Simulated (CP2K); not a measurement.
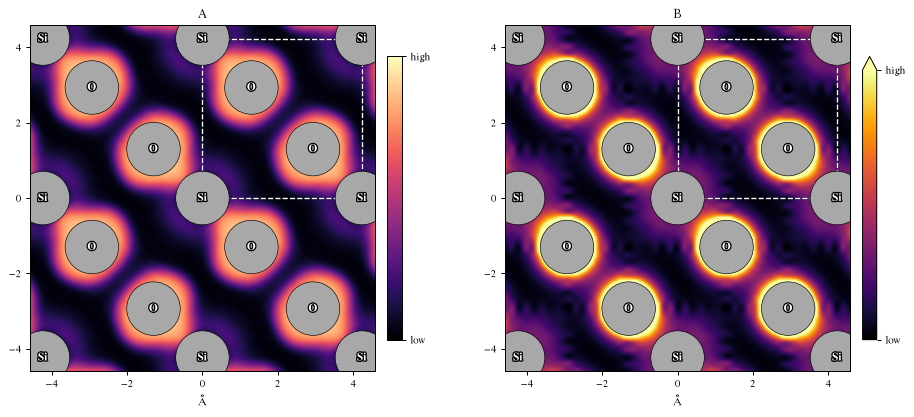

SiO$_{2}$: 2 fields on the (001) plane of the conventional cell, with unlabelled colour scales. Grey discs cover the atomic cores.

Space group P4₂/mnm; a structure from a database of computed crystals, not necessarily the ambient phase; computed pressure about −3 GPa in this cell.

All numbers below come from CP2K, Kohn-Sham DFT of a periodic cell, PBEsol, GTH-PBE with UZH-TZVP basis.

The panels show electron localisation function and valence pseudo-density in some order. Assign them.

Panel A: electron localisation function. Panel B: valence pseudo-density. From the grid: Si–O (1.84 Å): the density is about 0.75 e/Å³ at the midpoint; the ELF peaks at about 0.90 between the atoms.
